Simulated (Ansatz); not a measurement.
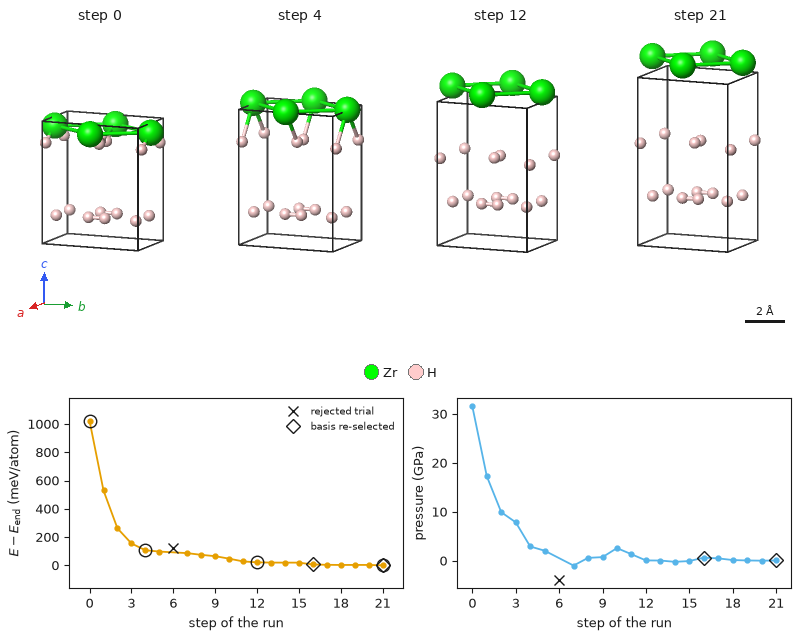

Frames of a relaxation of a crystal of ZrH6 (a generated structure, set up in Cmm2) (coarse preliminary run), marked on the history of the run. The picture is a ball-and-stick view of the conventional cell (2 times the calculation's cell), seen slightly off an axis. Lengths and directions refer to the drawn axes.

Method: DFT PBE, scalar-relativistic, plane waves, PAW in Ansatz 0.2.0. Set-up: plane-wave cutoff 420 eV; k-point mesh 6 × 6 × 4; occupations gaussian; smearing width 0.1 eV; no spin polarisation; cell and atoms relaxed; force threshold 0.04 eV/Å; at most 70 steps.

Q: Describe the path.

A: The largest moves relative to the cell, 1.86 Å, are those of H atoms. Largest moves by element: H 1.86 Å, Zr 1.49 Å. The volume changes by +52.0 %, with a 3.309 → 3.898 Å (+17.8 %), b 5.376 → 5.059 Å (−5.9 %), c 6.400 → 8.777 Å (+37.1 %). Some distances before and after: H–Zr 1.383 → 4.580 Å, H–Zr 2.233 → 4.889 Å, Zr–Zr 3.309 → 3.898 Å, H–H 0.929 → 0.751 Å. Bonds break: H–Zr (1.38 → 4.58 Å), H–Zr (2.23 → 4.89 Å). The space group stays Cmm2 (No. 35). After 18 accepted moves (21 points after the start) the energy has fallen by 1022 meV per atom. Largest force component: 11 eV/Å at the start, 0.0092 eV/Å at the end. The pressure goes from 31.54 to 0.06 GPa. The line search rejected the trial step at point 6 of the run. At 2 points the geometry stayed and the basis and grid were re-selected for the new cell (energy shift of 13.0 meV per atom at most each time). Cost: 87 s on 1 thread of Intel(R) Xeon(R) Processor @ 2.70GHz, with other jobs on the host, peak memory 0.42 GiB. From step 0 to 4: the Zr atom moves most (0.59 Å), volume +22.1 %, energy −916 meV per atom. From step 4 to 12: H atoms move most (1.16 Å), volume +7.0 %, energy −85.6 meV per atom. From step 12 to 21: the Zr atom moves most (0.20 Å), volume +16.3 %, energy −21.2 meV per atom.

| step | E − E(0), meV/atom | largest force component, eV/Å | pressure, GPa | volume, Å³/atom | note |
| --- | --- | --- | --- | --- | --- |
| 0 | 0.00 | 10.6114 | 31.54 | 8.132 |  |
| 1 | -492.61 | 5.7997 | 17.27 | 8.604 |  |
| 2 | -760.54 | 2.7273 | 9.92 | 9.154 |  |
| 3 | -867.12 | 1.6687 | 7.86 | 9.494 |  |
| 4 | -915.57 | 0.8447 | 2.92 | 9.933 |  |
| 5 | -924.74 | 0.8792 | 2.06 | 9.847 |  |
| 6 | -901.12 | 1.8527 | -3.89 | 10.479 | rejected |
| 7 | -935.95 | 0.9904 | -0.98 | 10.080 |  |
| 8 | -947.92 | 0.2541 | 0.60 | 10.043 |  |
| 9 | -957.41 | 0.3202 | 0.74 | 10.039 |  |
| 10 | -975.00 | 0.8465 | 2.59 | 10.145 |  |
| 11 | -994.48 | 0.2577 | 1.34 | 10.342 |  |
| 12 | -1001.16 | 0.1624 | 0.07 | 10.631 |  |
| 13 | -1002.74 | 0.0542 | 0.05 | 10.766 |  |
| 14 | -1003.06 | 0.0252 | -0.21 | 10.915 |  |
| 15 | -1003.12 | 0.0223 | -0.06 | 10.910 |  |
| 16 | -1016.11 | 0.0252 | 0.64 | 10.910 | same geometry, new basis |
| 17 | -1018.54 | 0.0751 | 0.49 | 11.409 |  |
| 18 | -1019.60 | 0.0413 | 0.15 | 11.862 |  |
| 19 | -1019.28 | 0.0863 | 0.07 | 12.366 |  |
| 20 | -1019.43 | 0.0119 | 0.02 | 12.362 |  |
| 21 | -1022.35 | 0.0092 | 0.06 | 12.362 | same geometry, new basis |
